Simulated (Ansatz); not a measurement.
**Single-point calculation of FeO (part 2 of 2)**

The same run, continued: FeO (P4₂/mmc, 8 atoms in the cell); DFT PBE+U, scalar-relativistic, plane waves, PAW, Ueff = 5.3 eV on Fe d, spin-polarised (Ansatz 0.2.0); cutoff 420 eV, 6×6×6 k-mesh, Gaussian smearing of 0.05 eV, collinear spins. The structure derives from a Materials Project entry.

Geometry of the input (Å; fractional positions):
```
0.0000  -4.3075  0.0000
4.3075  0.0000  0.0000
-2.1538  2.1538  5.4642
Fe 0.0000  0.0000  0.0000
Fe 0.7500  0.2500  0.5000
Fe 0.5000  0.5000  0.0000
Fe 0.2500  0.7500  0.5000
O  0.1250  0.1250  0.7500
O  0.6250  0.6250  0.7500
O  0.3750  0.3750  0.2500
O  0.8750  0.8750  0.2500
```

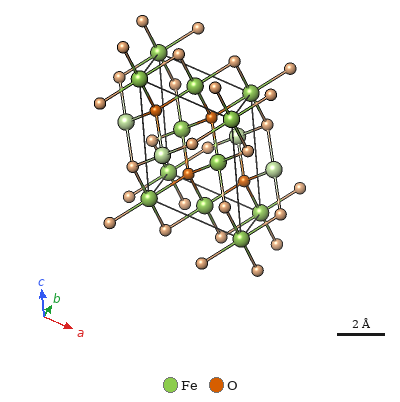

Figure 1. The structure as given in the input (ball-and-stick view of the cell of the calculation, seen slightly off an axis; neighbours outside the cell are drawn fainter).

Output, continued:
```
SCF iter   1: F=—  HF=-20183.009881 eV  |F-HF|=—  |Δ(HF+E_count)|=         —  Δρ=2.90e-6 (↑2.67e-6 ↓2.90e-6)  dr2=1.77e-8  dr2_m=6.26e-10  M=0.000 μB ∫|m|=15.327 μB  ethr=2.01e-11  ⟨swp⟩=1.0  Hψ=33130  notcnv=0
preconditioner: auto → Resta (q_TF=auto, 2.665 Å⁻¹)  ε∞=5.8  [insulator: Δε(μ)=1.418 eV  Ē_g=12.632 eV  σ=0.050 eV  W_gap=1.00  n_scr=32 (ndim 8)  ℏωp=27.6 eV  f_vac=0.014  D(μ)=0.00/eV (n_scr^D=0)  ε∞_Penn≈5.8]
spin=Collinear: Resta preconditioning applied to the charge; magnetization (m = ρ↑ − ρ↓) channel mixes plain (no charge-response kernel on spin).
SCF iter   2: F=—  HF=-20183.000205 eV  |F-HF|=—  |Δ(HF+E_count)|=   9.68e-3  Δρ=8.09e-4 (↑8.06e-4 ↓8.09e-4)  dr2=1.17e-3  dr2_m=5.43e-5  M=0.000 μB ∫|m|=15.330 μB  ethr=1.14e-6  ⟨swp⟩=1.0  Hψ=30340  notcnv=0
SCF iter   3: F=—  HF=-20183.009880 eV  |F-HF|=—  |Δ(HF+E_count)|=   9.67e-3  Δρ=6.94e-5 (↑6.89e-5 ↓6.94e-5)  dr2=1.09e-5  dr2_m=6.34e-7  M=0.000 μB ∫|m|=15.327 μB  ethr=1.14e-6  ⟨swp⟩=1.0  Hψ=19094  notcnv=0
SCF iter   4: F=-20183.009881 eV  HF=-20183.009881 eV  |F-HF|=2.25e-8  |Δ(HF+E_count)|=   4.30e-7  Δρ=3.46e-6 (↑3.46e-6 ↓3.39e-6)  dr2=2.10e-8  dr2_m=1.49e-9  M=0.000 μB ∫|m|=15.327 μB  ethr=1.14e-10  ⟨swp⟩=2.0  Hψ=23611  notcnv=0
SCF 2 converged in 4 iterations: F = -20183.009881 eV  dr2 = 2.10e-8
  greatest PAW one-centre occupation: 1.004 electrons in one spin orbital (limit 2), on the Fe atom at site 1 (counted from 0), in its partial waves of l = 1
an SCF along what the orbitals of the run's state read of its open shells (or to have them read: on a GPU, or by another smearing), with 6 of the crystal's symmetry operations given up (68 k-points in place of 30), reached no lower state that the run goes on to. This is no proof of a minimum
WARN: an SCF from antiferromagnetic starting moments (-4.00, 4.00, -4.00, 4.00, 0.00, 0.00, 0.00, 0.00 Bohr magnetons, atom by atom) was not made, by what the run has read of turns of its moments that order reads lower: the deck asks for what bars it, or types moments that do (magnetization.spin_polarized, in the input reference, names some of the keys), or the run goes by scf.lower_state_search: light, the default, which as a rule tries one only behind a close that has lost an order of both signs, or on which an open d or half-filled 4f shell of a PAW file has lost a moment that was set nearer to Hund's than to what is left; or, under a Hubbard U, one that names an f shell that the input leaves bare beside given moments, or a larger moment for a shell of low spin that is given one. standard, with a start from the atoms, tries one behind each close (in a relaxation, ahead of its steps or at their end). To set out from that order, type those moments (crystal.atoms[].spin; where shells were raised to Hund's moment, beside crystal.symmetry.detect: false) under scf.lower_state_search: light. The bands of the close that named these starting moments, or of the one ahead of a search that led to it (under cold or Methfessel-Paxton smearing those of the Gaussian ahead of it) read a cost of -89.60 meV for the turn to them, carried on from a small turn (-89.60 by the pairs of d shells alone)
SCF converged after 16 iterations
Magnetization: 0.0000 μB (44.0000 up, 44.0000 down)
Absolute magnetization: 15.3306 μB (∫|ρ↑−ρ↓|, with the PAW one-centre terms)
Spin contamination: 7.9679 ħ² per cell (⟨S²⟩ above its minimum at these occupations)
Per-site moments (μB) at R_I (Å): [(-3.4108336362129346, 0.8439028238299336), (-3.4108336362129346, 0.8439028238299336), (3.4108551154988054, 0.8439159180349824), (3.410855115498806, 0.8439159180349822), (-3.089672160841741e-6, 0.8439028238299336), (-3.0896721603629033e-6, 0.8439028238299336), (-3.0896721608293105e-6, 0.8439028238299336), (-3.08967216043749e-6, 0.8439028238299339)]
Free energy (F): -20183.009881 eV
Harris-Foulkes:  -20183.009881 eV  (|F-HF|=8.63e-9)
Internal energy: -20183.009881 eV  (E = F + TS)
E sigma→0 (E₀):  -20183.009881 eV
Fermi energy:    10.575490 eV
--- Per-component energies (eV) ---
  E_band       = -1462.076507
  E_kinetic    = 2050.194230
  E_local      = -12237.318099  (includes V_loc(G=0)·N_el)
  E_nonlocal   = 1116.433930
  E_hartree    = 4994.929079
  E_xc         = -749.067726
  E_vxc        = -959.850526  (∫ρ·V_xc dr)
  E_hubbard    = 3.770376  (on-site DFT+U / exact-exchange correction)
  E_vhub       = -57.849638  (the Hubbard potential's part of the band-sum identity)
  E_paw        = -6116.403404  (= ΣΔE_a)
  E_vpaw       = -1363.543476  (= ΣTr[D̂ρ^β])
  E_aug_tail   = 0.011966  (compensation charges beyond the density's cutoff)
  E_ewald      = -9245.560234
  E_smearing   = -0.000000  (= −TS)
  E_closure    = -0.000000  (closes the sum)
  Σ components = -20183.009881   (vs F -20183.009881, Δ=0.00e0)
--- Forces (eV/Å), atoms counted from 1 ---
  atom   1  Fe     0.00000000    -0.00000000    -0.00000000
  atom   2  Fe    -0.00000000    -0.00000000     0.00000000
  atom   3  Fe     0.00000000     0.00000000     0.00000000
  atom   4  Fe    -0.00000000     0.00000000     0.00000000
  atom   5  O     -0.00000000    -0.00033417     0.00000000
  atom   6  O     -0.00000000     0.00033417     0.00000000
  atom   7  O      0.00033417    -0.00000000     0.00000000
  atom   8  O     -0.00033417    -0.00000000     0.00000000
  max |Σ_I F_I| component: 3.47e-18 eV/Å
--- Stress (GPa, compression-positive) ---
        2.413067       0.000000       0.000000
        0.000000       2.413067       0.000000
       -0.000000       0.000000       2.565790
  P = ⅓ Tr σ = 2.4640 GPa (24.640 kbar)
--- Band table (eV; the first three rows and the last of 60) ---
  k-point 0 ↑: bands = ["-79.6075", "-79.6068", "-75.3232", "-75.3230", "-46.0024", "-46.0024", "-45.9861", "-45.9794", "-44.9336", "-44.9336", "-41.5194", "-41.5116", "-41.5116", "-41.5099", "-41.3337", "-41.3337", "-8.8380", "-7.7619", "-7.7619", "-7.7503", "2.1196", "3.0840", "3.0840", "3.3951", "3.4185", "3.4937", "4.0069", "4.0075", "4.0075", "4.5558", "5.6069", "5.6467", "5.7543", "6.2717", "6.2717", "6.5120", "6.5300", "7.2260", "7.2260", "7.8315", "8.3766", "8.5461", "9.1009", "9.1009", "11.2847", "12.8246", "12.8246", "12.9682", "13.4048", "13.5894", "13.6541", "13.9893", "13.9893", "14.6264", "14.6264", "15.2187", "17.1810", "20.7546", "20.7591", "20.9071", "20.9227", "23.2103", "23.7589"]
  k-point 1 ↑: bands = ["-79.6074", "-79.6068", "-75.3232", "-75.3230", "-46.0032", "-46.0016", "-45.9856", "-45.9798", "-44.9341", "-44.9332", "-41.5187", "-41.5127", "-41.5106", "-41.5103", "-41.3343", "-41.3331", "-8.7752", "-7.8361", "-7.7834", "-7.7387", "2.2764", "2.9091", "3.1861", "3.2883", "3.3331", "3.6748", "3.8601", "4.1272", "4.1888", "4.6071", "5.6136", "5.6581", "5.7869", "5.8377", "6.4725", "6.4843", "6.5146", "7.3194", "7.3241", "7.4402", "8.3818", "8.5216", "8.7484", "9.4658", "11.5922", "12.5092", "13.0211", "13.0670", "13.2841", "13.5763", "13.6323", "13.7222", "14.2107", "14.3162", "14.9055", "15.2826", "17.7937", "20.5643", "20.5696", "21.0760", "21.0845", "22.6988", "22.8063"]
  k-point 2 ↑: bands = ["-79.6073", "-79.6069", "-75.3231", "-75.3230", "-46.0038", "-46.0009", "-45.9844", "-45.9810", "-44.9345", "-44.9328", "-41.5170", "-41.5137", "-41.5123", "-41.5095", "-41.3347", "-41.3327", "-8.5976", "-8.0586", "-7.7981", "-7.7206", "2.6251", "2.8089", "2.9730", "3.2254", "3.6275", "3.6952", "3.7408", "4.1640", "4.4972", "4.7092", "5.4092", "5.6163", "5.6930", "5.9246", "6.3627", "6.3689", "6.5781", "6.7107", "7.4977", "7.5228", "8.3889", "8.4523", "8.4655", "9.7547", "12.1370", "12.1782", "12.9765", "13.1252", "13.3838", "13.5519", "13.5871", "13.6636", "14.0963", "14.3263", "14.3995", "16.1509", "19.0923", "20.3485", "20.3947", "21.2209", "21.2317", "21.2404", "21.7367"]
  k-point 29 ↓: bands = ["-79.6075", "-79.6075", "-75.3239", "-75.3239", "-46.0026", "-46.0024", "-45.9825", "-45.9823", "-44.9337", "-44.9337", "-41.5167", "-41.5157", "-41.5112", "-41.5101", "-41.3341", "-41.3340", "-8.2961", "-8.2595", "-7.7824", "-7.7414", "2.6358", "2.7122", "3.1533", "3.1924", "3.5702", "3.6650", "3.9406", "4.0633", "4.2865", "4.3394", "5.0838", "5.2516", "5.6231", "5.7861", "5.9822", "6.2324", "6.6202", "6.9672", "7.7048", "7.7127", "8.2304", "8.2594", "9.3221", "9.4516", "13.1722", "13.1841", "13.5134", "13.5367", "13.6877", "13.7116", "13.7870", "13.8467", "14.1512", "14.2967", "15.8143", "15.8674", "16.3457", "16.8537", "19.2210", "20.1628", "20.1826", "20.7604", "22.7131"]
Occupation matrices written to [file]
--- Löwdin populations: 8 sites ---
  site symbol       q [e]    m [muB]
     0     Fe     14.8076    -3.7127
     1     Fe     14.8076    -3.7127
     2     Fe     14.8076     3.7128
     3     Fe     14.8076     3.7128
     4      O      7.0693    -0.0000
     5      O      7.0693    -0.0000
     6      O      7.0693    -0.0000
     7      O      7.0693    -0.0000
  spilling = 0.005594 (of n_electrons = 88.000000)
--- Bader charges: 8 sites ---
  site symbol  charge [e]  shift [e]    m [muB]
     0     Fe      1.3224     0.0003    -3.7268
     1     Fe      1.3224     0.0003    -3.7268
     2     Fe      1.3224     0.0003     3.7268
     3     Fe      1.3223     0.0003     3.7268
     4      O     -1.3224     0.0003     0.0000
     5      O     -1.3224     0.0003     0.0000
     6      O     -1.3224     0.0003     0.0000
     7      O     -1.3224     0.0003     0.0000
  estimated error of the sums over rays = 2.6e-4 e
```

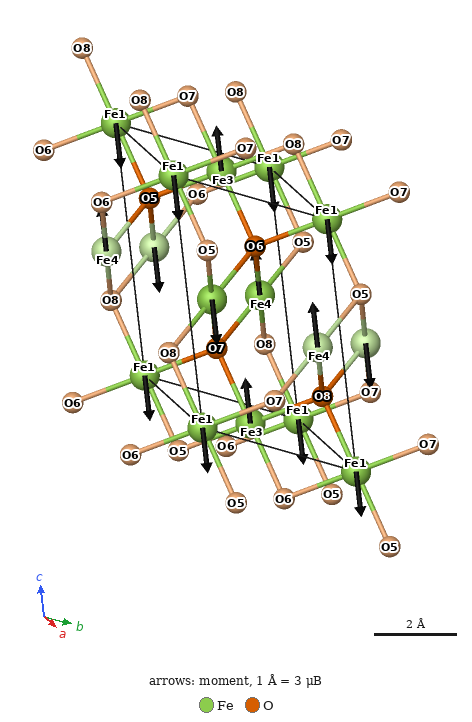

Figure 2. Magnetic moments of the sites as black arrows (ball-and-stick view of the cell of the calculation, seen slightly off an axis; neighbours outside the cell are drawn fainter; atoms are numbered from 1 in the order of the input); small moments hardly show. The run is collinear, so the axis drawn is arbitrary. Site moments: Fe3, Fe4 (3.41 μB); Fe1, Fe2 (−3.41 μB). They are counted near the atoms and needn't add up to the moment of the cell.

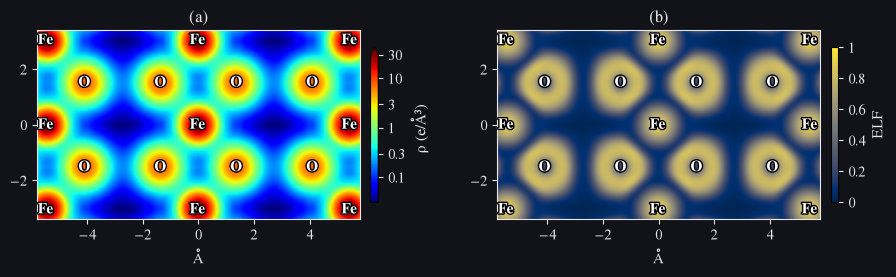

Figure 3. (a) valence electron density; (b) ELF on the (11̄0) plane of the conventional cell of the magnetic structure. Atoms in the plane: Fe and O. Fe–O (2.05 Å): the density is about 0.55 e/Å³ at the midpoint; the ELF is about 0.20 at the midpoint. Away from the nuclei the density in this plane falls to 0.03 e/Å³ at its lowest. The strong features right at Fe lie inside the PAW spheres (semicore, d or f shells) and say nothing about bonding. The fields are those of the smooth PAW valence density.

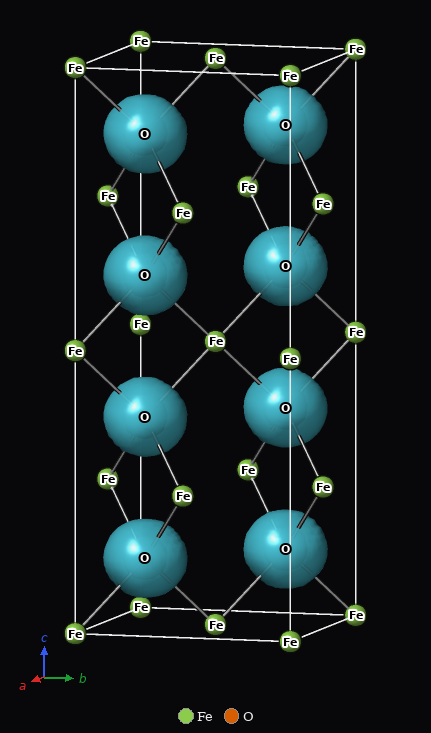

Figure 4. Isosurface of the ELF at 0.75 (cyan), seen slightly off an axis. Core shells and regions of very low density are left out. Sticks mark near contacts. The outline is the cell set on symmetry axes of the magnetic structure. Along the contacts the grid gives the following. Fe–O (2.05 Å): the ELF is about 0.20 at the midpoint.

Key numbers:

```tsv
quantity	value
outcome	converged
space group (tolerance 0.01 Å)	P4₂/mmc (131)
electrons treated	88
free energy	−20183.0099 eV
Fermi energy	10.575 eV
gap on the k-point mesh	1.42 eV
net moment of the cell	0.00 μB
integrated absolute moment	15.33 μB
pressure	2.46 GPa
largest force (length of the vector)	under 0.001 eV/Å
wall time	5.9 min (CPU time 8.5 min)
peak memory	2.4 GiB
```

Remarks:

The electronic state found may not be the lowest one. The program warns: another magnetic order may lie lower.
